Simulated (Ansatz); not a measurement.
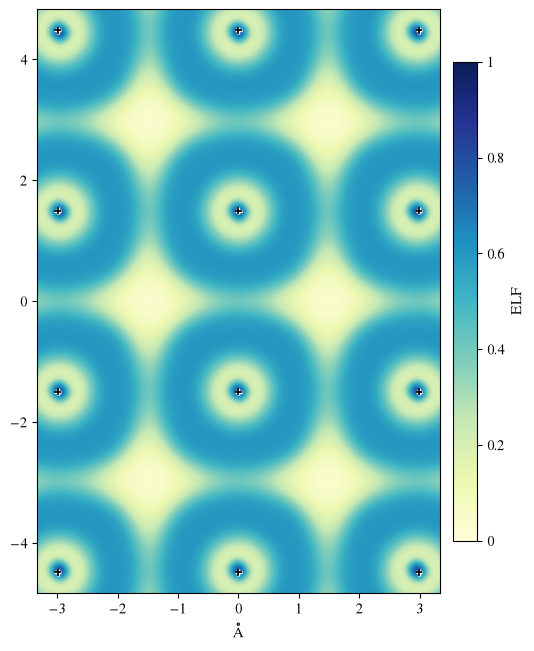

The electron localisation function on a plane through atoms (crosses mark nuclei in the plane).

All numbers below come from DFT PBEsol, scalar-relativistic, plane waves, PAW in Ansatz.

Candidates:
A. Ru, a = 2.69 Å, b = 2.69 Å, c = 4.25 Å, α = 90.00°, β = 90.00°, γ = 120.00°. Space group P6₃/mmc; computed without spin polarisation.
B. I, a = 2.99 Å, b = 2.99 Å, c = 4.99 Å, α = 90.00°, β = 90.00°, γ = 90.00°. Space group I4/mmm; computed pressure about 32 GPa in this cell; computed without spin polarisation.
C. Ti, a = 2.90 Å, b = 2.90 Å, c = 4.59 Å, α = 90.00°, β = 90.00°, γ = 120.00°. Space group P6₃/mmc; a generated structure, not necessarily the stable one; computed without spin polarisation.

**Which candidate gave the map?**

Candidate B: I on the (001) plane of the conventional cell, which holds I. I–I (2.99 Å): the ELF is about 0.40 at the midpoint.
